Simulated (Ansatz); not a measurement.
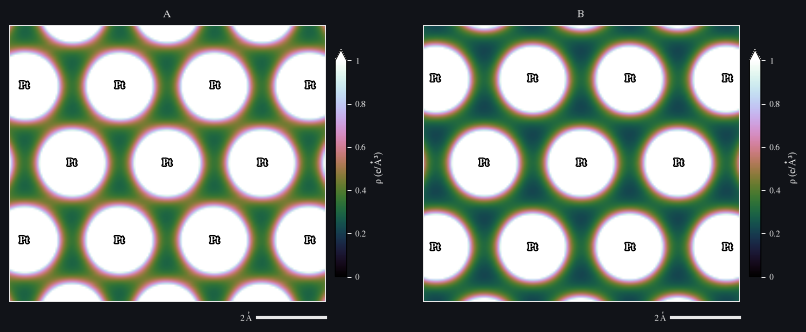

Pt. The valence pseudo-density of two cells that differ in size and shape, on the (001) plane of each (indices in the axes of the calculation cell), at one length scale and on one colour scale: B has 16.8 Å³ an atom and A 14.5.

Computed with DFT PBEsol, scalar-relativistic, plane waves, PAW (Ansatz).

Core electrons are frozen (PAW), and the valence fields are smoothed inside the atomic spheres.

The larger cell:

```
Pt
1.0
     0.00000    2.03394    2.03394
     2.03394    0.00000    2.03394
     2.03394    2.03394    0.00000
Pt
1
Cartesian
  0.0000 0.0000 0.0000
```

The smaller cell: a = 2.814 Å, b = 2.688 Å, c = 2.776 Å, α = 59.55°, β = 58.81°, γ = 58.33°.

Question: What does the compression do to the bonding and the properties?

Answer: From the larger cell to the smaller, Pt–Pt goes from 2.88 to 2.68 Å, and the density at its midpoint from 0.32 to 0.45 e/Å³; the pressure goes from −24 to 13 GPa.
